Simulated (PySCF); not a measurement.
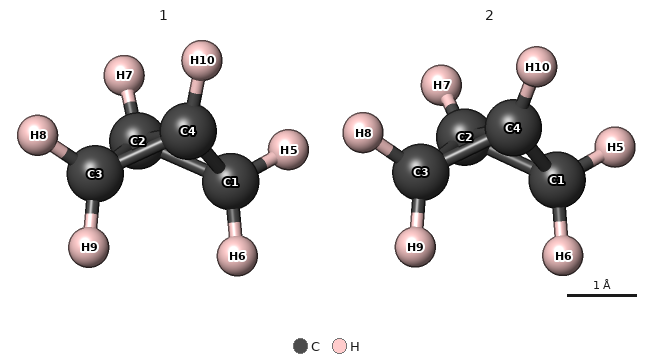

Two geometries of C4H6, drawn at one scale. One is the start of a relaxation, the other its converged end. Style: ball-and-stick. Shown at a tilt.

Theory: PySCF, PBE0-D3(BJ)/def2-SVP geometry optimisation, gas phase. 

Which of the two is the end point?

Structure 2 is the relaxed one. The start comes from MMFF94s. The largest moves after the best rigid fit, 0.29 Å, are those of H7 and H10. Largest moves by element: H 0.29 Å, C 0.06 Å. Near-neighbour distances that change, for instance: C2–C4 1.529 → 1.477 Å, C1–H6 1.086 → 1.101 Å, C1–H5 1.085 → 1.096 Å, C2–H7 1.078 → 1.089 Å. Bond angles that change, for instance: C2–C4–H10 112.7° → 130.6°, C1–C4–H10 125.2° → 130.3°, C2–C1–C4 61.9° → 59.3°. The energy falls by 0.207 eV in 7 geometry steps. Largest force component: 0.67 eV/Å at the start, 0.003 eV/Å at the end.
